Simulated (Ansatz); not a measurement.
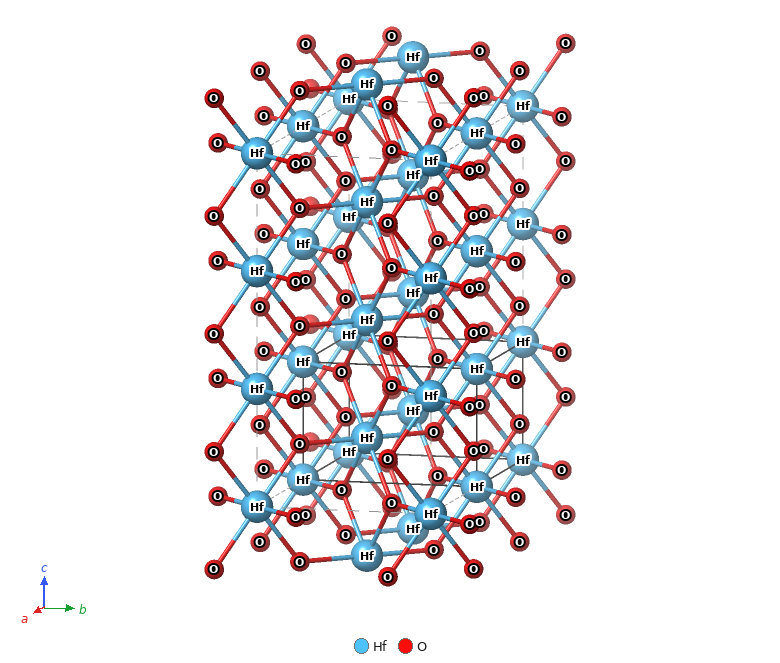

HfO₂ (space group P4_2/mnm, No. 136). Coordinates: the end point of a relaxation with Ansatz, DFT, PBE, plane waves, PAW; the starting structure was generated, so it need not be a known form of this composition.

Bonds are taken as Hf–O below 2.4 Å. Atoms with one bond or none are removed and atoms with two bonds are replaced by edges, until no such atom is left.

Q: What kind of net remains, and which atoms are its nodes?

A: A binodal (3,6)-connected, three-periodic net: O is a 3-connected node; Hf is a 6-connected node, in the ratio 2:1.

Q: Name the underlying net.

A: It is the rtl net, known from rutile.

Q: Is the net interpenetrated?

A: It is a single net, without interpenetration.

Q: Give the first six terms of the coordination sequence (nodes one, two, three … edges away).

A: O: 3, 14, 19, 62, 51, 144; Hf: 6, 10, 38, 34, 102, 74.

Q: How many nodes does the smallest cycle have?

A: Four.

The simplified net, drawn on the atoms' positions. Nodes are coloured by element. Edges to nodes outside the piece are drawn as stubs.

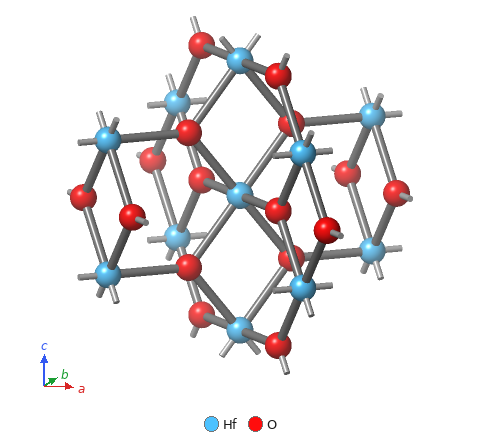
